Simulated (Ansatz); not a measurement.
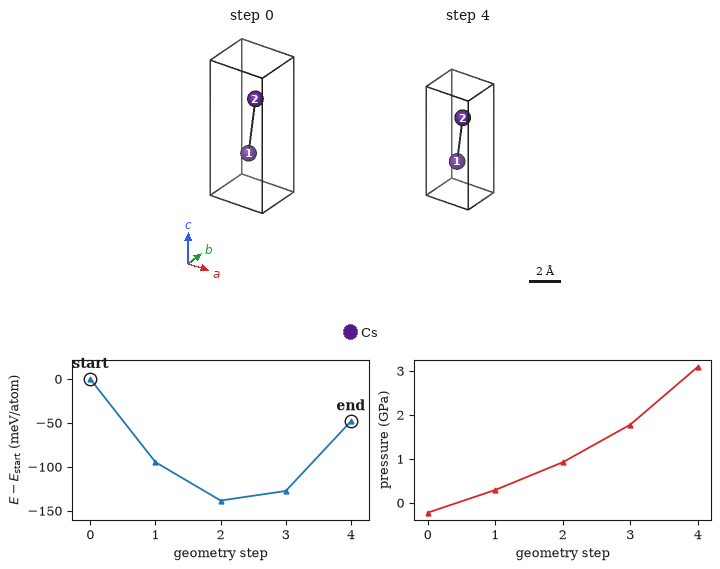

First and last geometry of a relaxation of crystalline Cs (set up in P6_3/mmc) (coarse preliminary run), with the history of the run. The picture is a ball-and-stick view of the cell of the calculation, seen slightly off an axis.

Case: input drawn at random.

All numbers below come from DFT PBE, scalar-relativistic, plane waves, PAW in Ansatz 0.2.0. (plane-wave cutoff 204.1 eV; occupations gaussian; smearing width 0.1 eV; no spin polarisation; cell and atoms relaxed; force threshold 0.01 eV/Å; at most 5 steps)

Did the run converge, and what did it change?

Answer. The relaxation stopped without meeting its thresholds, so the last structure isn't shown to be converged. It used up its limit of 5 steps. The atoms keep their places relative to the cell (all moves are under 0.005 Å). Cell: a = b 5.566 → 4.487 Å (−19.4 %), c 9.258 → 7.451 Å (−19.5 %). Volume −47.7 %. Among the contacts that change: Cs1–Cs2 5.635 → 4.538 Å, Cs1–Cs1 5.566 → 4.487 Å. The space group stays P6_3/mmc (No. 194). Over 4 geometry steps the energy falls by 48.2 meV per atom. With the target pressure of 60 GPa, the enthalpy E + pV changes by −22239 meV per atom. All forces vanish by symmetry, so only the cell relaxes. The pressure goes from −0.22 to 3.09 GPa.

| step | E − E(0), meV/atom | pressure, GPa | volume, Å³/atom |
| --- | --- | --- | --- |
| 0 | 0.00 | -0.22 | 124.215 |
| 1 | -94.56 | 0.29 | 106.950 |
| 2 | -138.24 | 0.92 | 91.370 |
| 3 | -127.39 | 1.78 | 77.412 |
| 4 | -48.18 | 3.09 | 64.960 |

Limits of the set-up: the cutoff lies below the recommended one.
